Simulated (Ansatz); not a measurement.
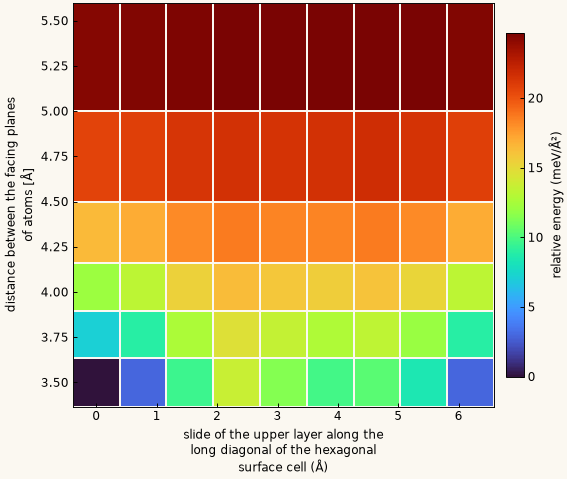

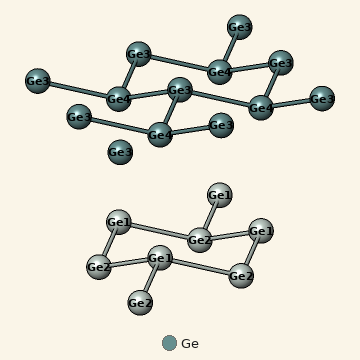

Energy landscape of a bilayer of two Ge sheets of the honeycomb type (4 atoms in the cell). The upper layer of a bilayer is slid along a line and lifted, both layers rigid. First axis: slide of the upper layer along the long diagonal of the hexagonal surface cell, from Ge4 above Ge1. Second axis: distance between the facing planes of atoms. The scan uses a 9 × 6 grid. Points are written as (first, second). Energies: meV/Å², counted from the lowest grid point. These are results of Ansatz 0.2.0, DFT PBE+D3(BJ), scalar-relativistic, plane waves, PAW, not measurements. Settings: cutoff 420 eV, k-mesh 9×9×1, gaussian smearing 0.1 eV, no spin polarisation.

The picture shows one coloured cell a grid point. The second picture is the structure at the lowest point

> What does the map say about the system?

The lowest grid point is at (0.00 Å, 3.50 Å). It lies at the edge of the scanned range, so the true minimum may lie outside. The highest grid point, (4.64 Å, 5.30 Å), lies 24.7 meV/Å² above the lowest.

Grid values (meV/Å²):

```csv
"second ↓, first →",0.00,0.77,1.55,2.32,3.10,3.87,4.64,5.42,6.19
5.30,24.4,24.4,24.6,24.6,24.6,24.6,24.7,24.6,24.5
4.70,20.6,20.9,21.4,21.5,21.5,21.5,21.7,21.4,20.9
4.30,16.4,17.0,18.2,18.6,18.4,18.4,18.7,18.1,17.0
4.02,12.1,13.3,15.4,16.4,15.8,15.6,16.0,15.2,13.2
3.77,7.1,8.9,12.7,14.6,13.5,12.8,13.3,12.0,8.9
3.50,0.0,2.9,9.6,13.7,11.4,9.8,10.4,8.4,3.0
```

Each point was launched as `ansatz run input.yaml --threads 1 --pin off --max-ram 3072MiB --backend cpu --events-out ev --progress --plain --runs-dir out`. Time for the 54 points that were run: 12 min on 1 thread of Arm Neoverse V2, on a shared host.

PAW datasets: the set soft_1.
